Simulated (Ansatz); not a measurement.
## Single-point calculation, with input and output: W

System: W (Fm-3m, 1 atom in the cell).
Method: DFT PBEsol, scalar-relativistic, plane waves, PAW, no spin polarisation (Ansatz 0.2.0).

The structure derives from an entry of the Crystallography Open Database.

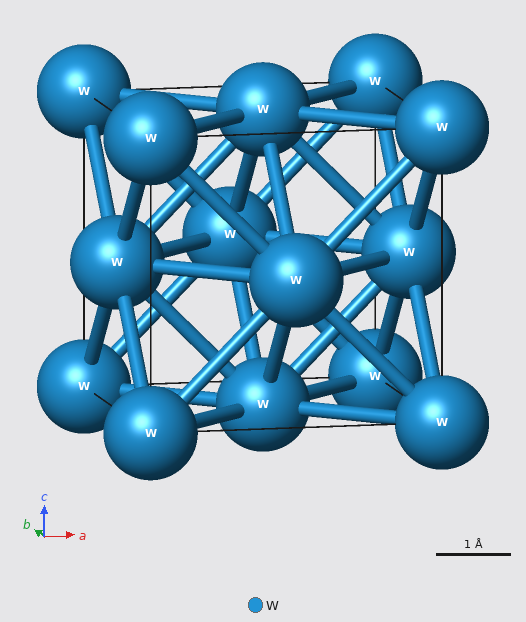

Figure 1. The structure as given in the input (ball-and-stick view of the cell 4 times as large as that of the calculation, set on its symmetry axes, seen slightly off an axis). An atom can appear more than once, as a periodic image. Near neighbours in the periodic cell (some may lie outside the picture): W has 12 W at 2.87 Å.

Key numbers:

| quantity | value |
| --- | --- |
| outcome | converged |
| space group (tolerance 0.01 Å) | Fm-3m (225) |
| electrons treated | 14 |
| free energy | −10256.0546 eV |
| Fermi energy | 20.571 eV |
| gap on the k-point mesh | none (metallic) |
| pressure | −12.21 GPa |
| largest force (length of the vector) | under 0.001 eV/Å |
| hardware | 2 threads of Intel Xeon (Sapphire Rapids), 32 GiB of memory available, shared host |
| peak memory | 0.32 GiB |

Remarks:

Spin–orbit coupling is left out, which matters for W. The cell is under a tension of 12.2 GPa at this level, so it is not at its equilibrium volume.

Input:
```yaml
crystal:
  lattice:
    - [0.0, -2.03, -2.03]
    - [2.03, 0.0, -2.03]
    - [2.03, -2.03, 0.0]
  atoms:
    - { symbol: W, position: [0.0, 0.0, 0.0] }
basis:
  ecutwfc: 420
kpoints:
  mp_grid: { grid: [8, 8, 8] }
hamiltonian:
  xc: pbesol
scf:
  occupations: { method: gaussian, width: 0.1 }
output:
  forces: true
  stress: true
  eigenvalues: true
```

Launched with:
```bash
ansatz run input.yaml --threads 2 --pin off --max-ram 5120MiB --backend cpu --events-out ev --progress --plain --runs-dir out
```

Output:
```
Engine: ansatz 0.2.0, x86_64-unknown-linux-gnu
Pseudopotentials: kind: paw
Pseudopotential: W, paw, valence charge 14, recommended cutoff 420 eV (normal), W.paw.azcp
Functional definition: PBEsol
  exchange = pbesol_x
  correlation = pbesol_c
Crystal: 1 atoms, lattice volume = 16.731 Å³
Basis set: ecut = 420 eV, 331 PW (Γ), exchange–correlation on 40×40×40 points (8 copies of the dense FFT grid, shifted against one another)
Bands: 11, of which v1, the nominal top of the filled ones, is band 7 counted from 1 (6 counted from 0)
Symmetry: 48 space group operations
Space group: Fm-3m (ITA 225), of the structure as read, at distance tolerance 2.6e-5 Å
k-points: 29 of 512
Non-local potential: W, projectors of the file, l = 0: 3, l = 1: 2, l = 2: 2, l = 3: 1
PAW form: soft (Blöchl's): semilocal exchange-correlation on the pseudo side does not see the compensation charge
PAW frozen core: W, regenerated for the run's functional, and the local potential with it (the file was generated under x = pbe(κ = 0.804, μ = 0.2195149727645171), c = pbe(β = 0.06672455060314922))
PAW one-centre angular grid: W, 590 points (default); XC on 64 Gauss nodes
Initial density: superposition of atomic densities (neutral atoms: chi_scale 0, normalization atom), corrected by the library's trained network
Initial wavefunctions: pseudopotential atomic-orbital guess
Functional: x = pbesol(κ = 0.804, μ = 0.12345679012345678), c = pbesol(β = 0.046)
SCF iter   1: F=—  HF=-10256.054798 eV  |F-HF|=—  |Δ(HF+E_count)|=         —  Δρ=2.60e-3  dr2=4.13e-4  ethr=1.77e-3  ⟨swp⟩=5.0  Hψ=1725  notcnv=0
preconditioner: auto → none  [metal: Δε(μ)=0.060 eV  Ē_g=8.369 eV  σ=0.100 eV  W_gap=0.31  n_scr=0 (ndim 8)  ℏωp=22.2 eV  f_vac=0.000  D(μ)=1.72/eV (n_scr^D=14)]
SCF iter   2: F=—  HF=-10256.054549 eV  |F-HF|=—  |Δ(HF+E_count)|=   2.48e-4  Δρ=1.22e-3  dr2=8.62e-5  ethr=2.95e-6  ⟨swp⟩=2.1  Hψ=652  notcnv=0
SCF iter   3: F=—  HF=-10256.054569 eV  |F-HF|=—  |Δ(HF+E_count)|=   1.94e-5  Δρ=1.57e-4  dr2=2.32e-6  ethr=6.16e-7  ⟨swp⟩=2.0  Hψ=471  notcnv=0
SCF iter   4: F=—  HF=-10256.054568 eV  |F-HF|=—  |Δ(HF+E_count)|=   7.90e-7  Δρ=6.49e-5  dr2=2.75e-7  ethr=1.66e-8  ⟨swp⟩=3.0  Hψ=521  notcnv=0
iter 5 did not close the SCF: its close was put off for the readings that it lacked (scf_convergence_deferred on its scf_iter line)
SCF iter   5: F=-10256.054568 eV  HF=-10256.054568 eV  |F-HF|=3.46e-11  |Δ(HF+E_count)|=   1.77e-8  Δρ=4.01e-6  dr2=8.75e-10  ethr=1.96e-9  ⟨swp⟩=2.9  Hψ=527  notcnv=0
SCF iter   6: F=-10256.054568 eV  HF=-10256.054568 eV  |F-HF|=9.46e-11  |Δ(HF+E_count)|=  2.40e-10  Δρ=1.25e-6  dr2=1.23e-10  ethr=6.25e-12  ⟨swp⟩=2.0  Hψ=1001  notcnv=0
SCF 1 converged in 6 iterations: F = -10256.054568 eV  dr2 = 1.23e-10
  greatest PAW one-centre occupation: 1.000 electrons in one spin orbital (limit 2), on the W atom at site 0 (counted from 0), in its partial waves of l = 0
SCF converged after 6 iterations
Free energy (F): -10256.054568 eV
Harris-Foulkes:  -10256.054568 eV  (|F-HF|=9.46e-11)
Internal energy: -10256.045952 eV  (E = F + TS)
E sigma→0 (E₀):  -10256.050260 eV
Entropy (-TS):   -0.008616 eV (-8.616 meV/atom)
Fermi energy:    20.570836 eV
--- Per-component energies (eV) ---
  E_band       = -100.815948
  E_kinetic    = 447.952658
  E_local      = -639.655952  (includes V_loc(G=0)·N_el)
  E_nonlocal   = 3.150059
  E_hartree    = 225.995707
  E_xc         = -264.233170
  E_vxc        = -237.355766  (∫ρ·V_xc dr)
  E_paw        = -8435.881410  (= ΣΔE_a)
  E_vpaw       = -126.898042  (= ΣTr[D̂ρ^β])
  E_aug_tail   = -0.000055  (compensation charges beyond the density's cutoff)
  E_ewald      = -1593.595583
  E_core_change = 0.221792  (= ΣΔE_core)
  E_smearing   = -0.008616  (= −TS)
  E_closure    = 0.000000  (closes the sum)
  Σ components = -10256.054568   (vs F -10256.054568, Δ=0.00e0)
--- Forces (eV/Å), atoms counted from 1 ---
  atom   1  W      0.00000000    -0.00000000    -0.00000000
  max |Σ_I F_I| component: 5.55e-32 eV/Å
--- Stress (GPa, compression-positive) ---
      -12.213004       0.000000      -0.000000
        0.000000     -12.213004      -0.000000
        0.000000      -0.000000     -12.213004
  P = ⅓ Tr σ = -12.2130 GPa (-122.130 kbar)
--- Band table (eV; the first three rows and the last of 29) ---
  k-point 0: bands = ["-52.9761", "-16.6577", "-16.6577", "-16.6577", "11.7549", "20.0914", "20.0914", "20.0914", "23.1237", "23.1237", "33.4340"]
  k-point 1: bands = ["-52.9618", "-16.8251", "-16.6793", "-16.6793", "12.4052", "19.6449", "20.3665", "20.3665", "22.9095", "22.9095", "34.6236"]
  k-point 2: bands = ["-52.9272", "-17.2153", "-16.7311", "-16.7311", "13.9422", "19.1203", "20.5189", "20.5189", "23.2233", "23.2233", "33.6056"]
  k-point 28: bands = ["-52.8454", "-17.3669", "-17.3669", "-17.0646", "17.0026", "18.6702", "18.6702", "21.8822", "26.2708", "30.5443", "31.1469"]
```

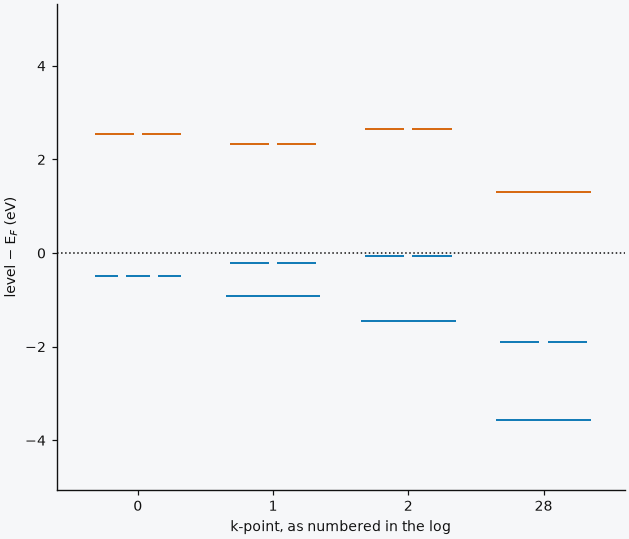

Figure 2. Kohn–Sham levels near the Fermi level (dotted) at the few k-points that the log prints; levels within 0.02 eV of each other stand side by side. The system is metallic on the full mesh.
